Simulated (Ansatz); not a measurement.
**Ti5Si: density, localisation and related maps**

Input

```
crystal:
  lattice:
    - [-2.4332938296, 2.4332938296, 4.9366846058]
    - [2.4332938296, -2.4332938296, 4.9366846058]
    - [2.4332938296, 2.4332938296, -4.9366846058]
  atoms:
    - { symbol: Ti, position: [0.0, 0.0, 0.0] }
    - { symbol: Ti, position: [0.5, 0.0, 0.5] }
    - { symbol: Ti, position: [0.0, 0.5, 0.5] }
    - { symbol: Ti, position: [0.7427092863, 0.7427092863, 0.0] }
    - { symbol: Ti, position: [0.2572907137, 0.2572907137, 0.0] }
    - { symbol: Si, position: [0.5, 0.5, 0.0] }
basis:
  ecutwfc: 420
kpoints:
  mp_grid: { grid: [12, 12, 12] }
  band_path:
    path:
      - [[0.0, 0.0, 0.0], [0.0, 0.0, 0.5], [0.25, 0.25, 0.25], [0.0, 0.5, 0.0], [0.0, 0.0, 0.0], [0.5, 0.5, -0.5], [0.3107377, 0.6892623, -0.3107377]]
      - [[-0.3107377, 0.3107377, 0.3107377], [0.0, 0.0, 0.0]]
      - [[0.0, 0.0, 0.5], [-0.1214754, 0.1214754, 0.5]]
      - [[0.5, 0.5, -0.1214754], [0.5, 0.5, -0.5]]
    npoints: 14
hamiltonian:
  xc: pbe
scf:
  occupations: { method: gaussian, width: 0.1 }
  n_extra_bands: 15
output:
  forces: true
  stress: true
  eigenvalues: true
  populations: true
  dos: { projected: true, de: 0.02, nscf_kmesh: { grid: [15, 15, 15] } }
  bader: true
  write_density: true
  write_potential: true
  elf: true
  volumetric_format: npy
```

Command:

```sh
ansatz run input.yaml --threads 1 --pin off --max-ram 2560MiB --backend cpu --events-out ev --progress --plain --runs-dir out
```

Below, planes, directions and counts refer to the conventional cell (a = 4.87 Å, b = 4.87 Å, c = 9.87 Å, α = 90.00°, β = 90.00°, γ = 90.00°).

Space group I4/mmm; a structure generated by program, which may or may not match a known phase; computed without spin polarisation.

All numbers below come from DFT PBE, scalar-relativistic, plane waves, PAW (Ansatz 0.2.0).

Core electrons are frozen (PAW), and the valence fields are smoothed inside the atomic spheres.

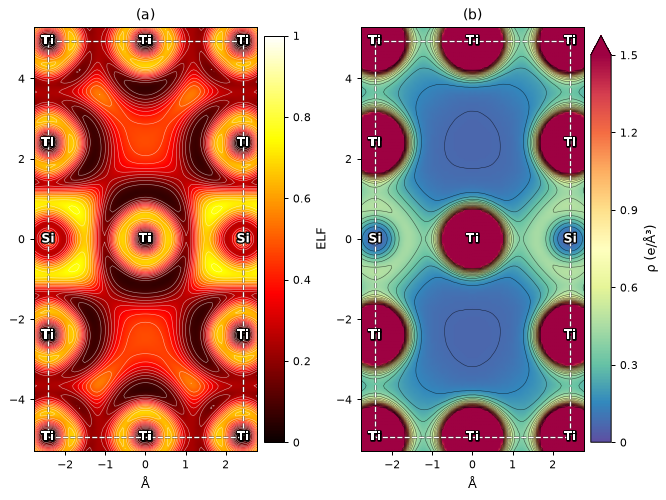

Figure 1. (a) ELF; (b) valence pseudo-density on the (010) plane of the conventional cell.

### What does the map show?

- The plane passes through Ti and Si nuclei.
- Ti–Si (2.40 Å): ρ is about 0.43 e/Å³ halfway; the ELF peaks at about 0.70 in the valence shell of Si, 0.9 Å from its nucleus, and is about 0.45 at the midpoint.
- Ti–Ti (2.43 Å): ρ at the midpoint is about 0.37 e/Å³; the ELF is about 0.25 at the midpoint (no shared electron pair shows on this line).
- Ti–Ti (2.54 Å): ρ is about 0.32 e/Å³ halfway; the ELF is about 0.25 at the midpoint (no localised pair shows between them).
- Between the atoms the lowest density in this plane is 0.07 e/Å³.
- The features right at Ti lie inside the PAW spheres, where the map follows smoothed inner orbitals and isn't to be read closely.

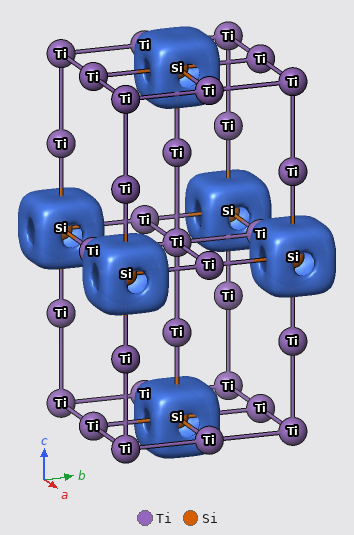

Figure 2. Isosurface of the ELF at 0.7 (blue), seen slightly off an axis. Only the valence region is drawn (cores and ρ < 0.01 e/Å³ removed). Sticks mark near contacts.

### Identify the bonds, lone pairs and shells in this picture.

At this value the surface marks out two regions wrapped around Si (the valence shell of each), counted in one cell of 12 atoms. Any copies at cell faces, edges or corners count once.

### Which way does charge flow, and how much by Bader's partition?

Electrons move from Ti towards Si. Bader charges: Ti −0.55 to +0.64 and Si −1.99 e.

### Metal or insulator at this level of theory?

It is gapless in this calculation (a metal or semimetal).
